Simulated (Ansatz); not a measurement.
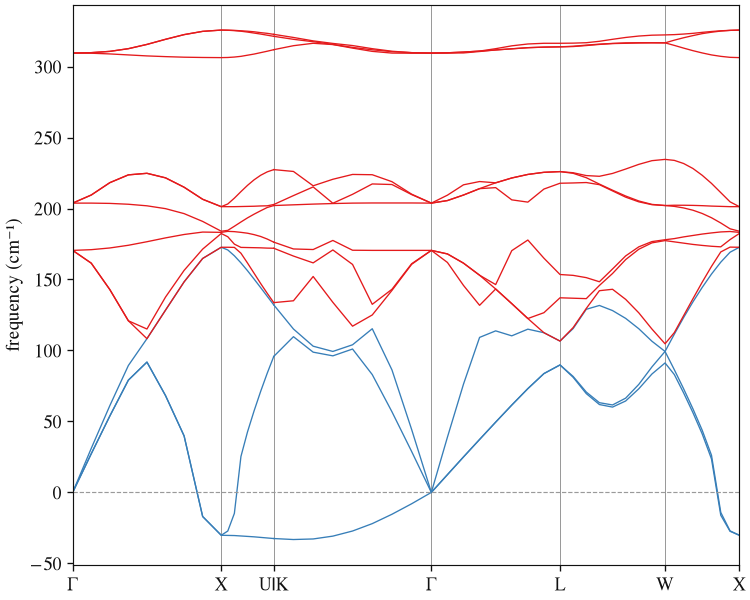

The figure shows the phonon dispersion along Γ–X–U|K–Γ–L–W–X for AlCu₃, space group Fm-3m (No. 225). Imaginary frequencies are drawn as negative. The three lowest branches are drawn in a second colour.

Starting cell:
```
Al Cu
1.0
     0.00000    2.86471    2.86471
     2.86471    0.00000    2.86471
     2.86471    2.86471    0.00000
Al Cu
1 3
Direct
  0.00000 0.00000 0.00000
  0.50000 0.50000 0.50000
  0.25000 0.25000 0.25000
  0.75000 0.75000 0.75000
```

Computed with Ansatz 0.2.0: harmonic phonon frequencies at points of high symmetry, interpolated from the force constants of a q mesh with the long-range term in polar insulators, imaginary frequencies are negative; plane waves with PAW datasets, Γ-centred k mesh. Level: PBEsol, no spin polarisation.

```
                            setting            value
                        wave cutoff           420 eV
                             k mesh         12×12×12
                        occupations      Fermi–Dirac
                     smearing width          0.15 eV
volume relative to the relaxed cell             0.98
                      phonon method  linear response
                             q mesh            2×2×2
```

This calculation gives: highest frequency on the path 325.7 cm⁻¹, lowest frequency at U 32.5i cm⁻¹ and lowest frequency on the path 33.2i cm⁻¹.

Now the cell is expanded by 4.1 % in volume, to 12.23 Å³/atom. Predict the effect.

The highest frequency on the path falls from 325.7 to 301.4 cm⁻¹ (−7.5 %), the lowest frequency at U goes from 32.5i to 36.3i cm⁻¹ and the lowest frequency on the path goes from 33.2i to 36.7i cm⁻¹. The shift of the highest frequency on the path amounts to a Grüneisen parameter of 1.94. Both cells are dynamically unstable.

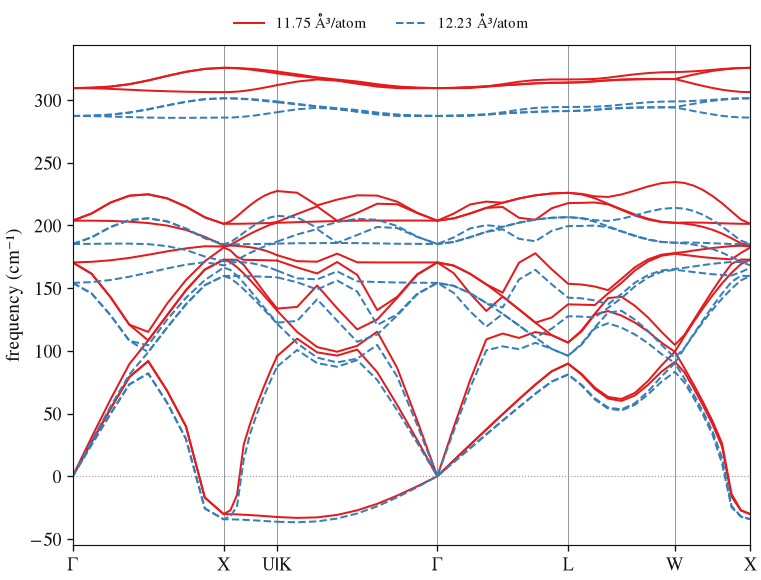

The two results together.

For both, limits of the calculation: metal sensitive to the k mesh; phonon interpolation lacks quadrupole term; vibrations at or below zero; the branches are interpolated from a coarse 2×2×2 mesh of wave vectors.
